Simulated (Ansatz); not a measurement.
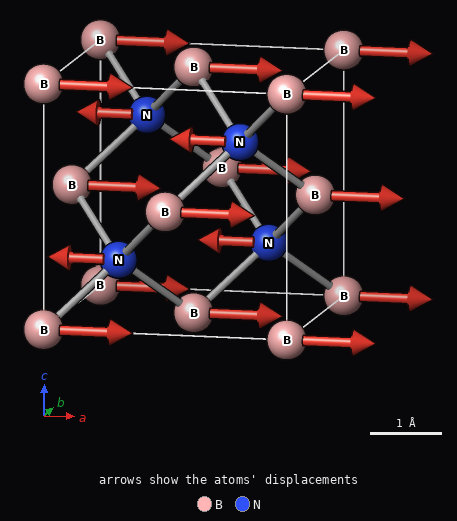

The lowest optical mode of a crystal of BN relaxed at 25 GPa, space group F-43m (No. 216), at the zone centre. Displacements are drawn as red arrows; their common scale and sign are arbitrary. The picture is a ball-and-stick view of the conventional cell (4 times the calculation's cell), seen slightly off an axis. Lengths and directions refer to the drawn axes.

Theory: Ansatz, DFT PBE, scalar-relativistic, plane waves, PAW. Settings: plane-wave cutoff 420 eV; k-point mesh 12 × 12 × 12; occupations fixed; target pressure 25 GPa; no spin polarisation.

Frequencies are those without the non-analytic (LO–TO) term.

Q: Is the structure stable against all modes at this point?

A: Yes: this softest mode has a real frequency, and so have all others here. That speaks for this wave vector alone: the rest of the zone wasn't checked in this run. This is the T₂ mode (triply degenerate; one member of the set is drawn) at 33.1 THz, the only optical level, infrared- and Raman-active by symmetry. The B sublattice moves against the N sublattice, along a; the kinetic energy is shared as B 56 %, N 44 %. Its infrared intensity is 40 (D/Å)²/amu for the set. The value is the transverse one; the longitudinal partner lies at 1335 cm⁻¹.
